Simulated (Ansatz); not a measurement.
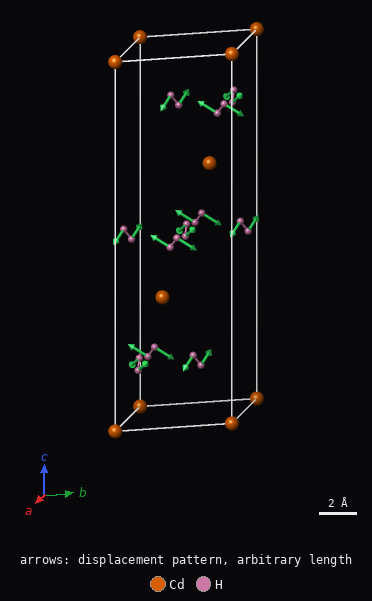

One vibrational mode of crystalline CdH₆ (a generated structure) at the zone centre. The green arrows give the relative displacements of the atoms. The picture is a ball-and-stick view of the conventional cell (3 times the calculation's cell), seen slightly off an axis. Lengths and directions refer to the drawn axes.

All numbers below come from DFT PBE, scalar-relativistic, plane waves, PAW (Ansatz). (plane-wave cutoff 420 eV; k-point mesh 6 × 6 × 6; occupations fixed; no spin polarisation)

Frequencies are those without the non-analytic (LO–TO) term.

Q: Give the symmetry, activity and frequency of this mode.

A: This is the A_g mode at 73 cm⁻¹, optical level 6 of 11, counted from below (3 lower levels are imaginary, so the structure is unstable), Raman-active by symmetry. The Cd atoms stay at rest; atoms of one kind move against one another, with no net shift of their sublattice; the H–H bond lengths don't change to first order, so for these it is a bending, tilting or sliding motion.
